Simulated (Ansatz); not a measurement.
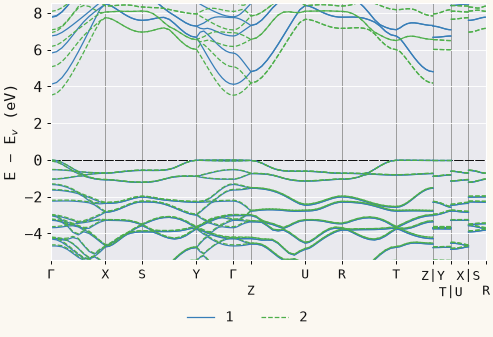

Band structures of Al$_{2}$O$_{3}$, space group Pnnm (No. 58), 10 atoms in the cell (a = 4.61 Å, b = 9.56 Å, c = 3.12 Å, α = 90.00°, β = 90.00°, γ = 90.00°), by two methods on the same cell. Each is counted from its own valence-band top.

Which curve is which? The methods: r2SCAN, PBE.

Answer. 1 is r2SCAN; 2 is PBE. r2SCAN gives a gap of 4.12 eV along the path and PBE gives a gap of 3.52 eV along the path.

Settings. r2SCAN: Ansatz PAW, no spin polarisation, no spin-orbit coupling, 6×3×9 k mesh, 500 eV cutoff, Fermi-Dirac smearing of 0.05 eV (Ansatz). PBE: Ansatz PAW, no spin polarisation, no spin-orbit coupling, 6×3×9 k mesh, 420 eV cutoff, Fermi-Dirac smearing of 0.05 eV (Ansatz 0.2.0).

In reduced coordinates of the cell that was run, X is (0, 0, 0.5), S is (0.5, 0, 0.5), Y is (0.5, 0, 0), Z is (0, 0.5, 0), U is (0, 0.5, 0.5), R is (0.5, 0.5, 0.5) and T is (0.5, 0.5, 0). The cell is at 0 GPa in PBE and −4 GPa in r2SCAN. LDA, GGA and most meta-GGA functionals understate gaps. The usual form of Al2O3 is corundum. r2SCAN: the PAW data sets were made with another functional.
